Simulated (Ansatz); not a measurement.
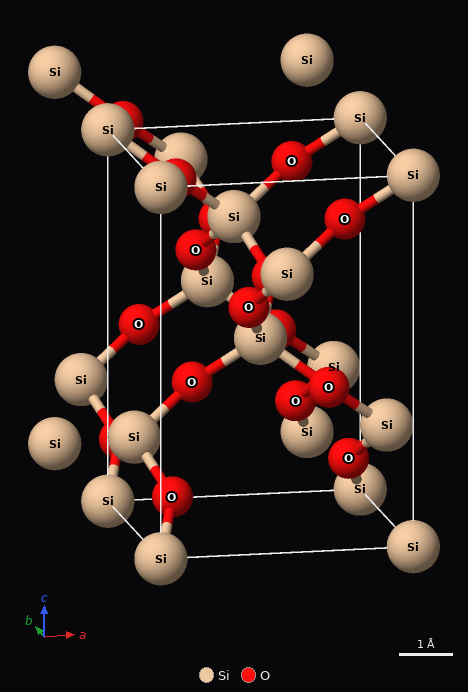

This is crystalline SiO2 (set up in I-42d). The picture is a ball-and-stick view of the conventional cell (2 times the calculation's cell), repeated 1 × 2 × 1 with one cell outlined, seen slightly off an axis. Lengths and directions refer to the drawn axes.

Theory: DFT LDA, scalar-relativistic, plane waves, PAW (Ansatz 0.2.0). (plane-wave cutoff 420 eV; occupations gaussian; smearing width 0.02 eV; no spin polarisation) The k-mesh is chosen for each cell (6×6×6, 8×8×8).

Change: The crystal is put under a hydrostatic pressure of 30 GPa. Cell and atoms are relaxed at that pressure.

Predict the response.

Answer. Energy change: +319 meV per atom. (The two runs use different k-meshes.) The pressure goes from 0.0 to 30.0 GPa. The gap on the k-mesh goes from 5.76 to 6.41 eV. The drawn cell changes as follows: a = b 4.929 → 3.621 Å (−26.5 %), c 7.289 → 7.893 Å (+8.3 %); the volume changes by −41.5 %. The largest moves relative to the cell, 0.51 Å, are those of O atoms. Si stays in place. Near-neighbour distances before and after: O–Si 1.608 → 1.597 Å. The space group stays I-42d (No. 122).

The changed structure in the same view:

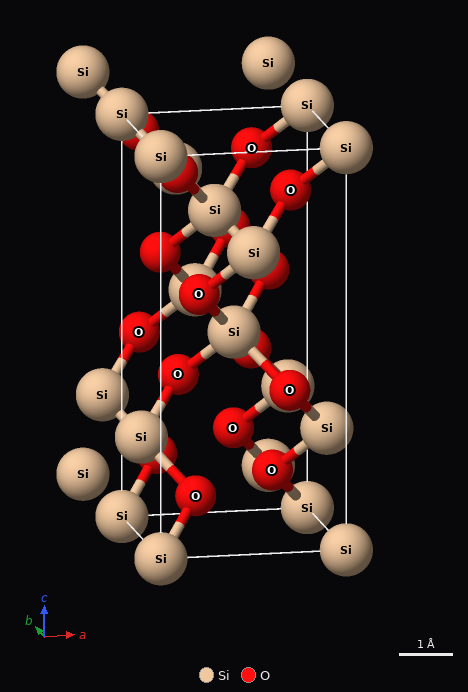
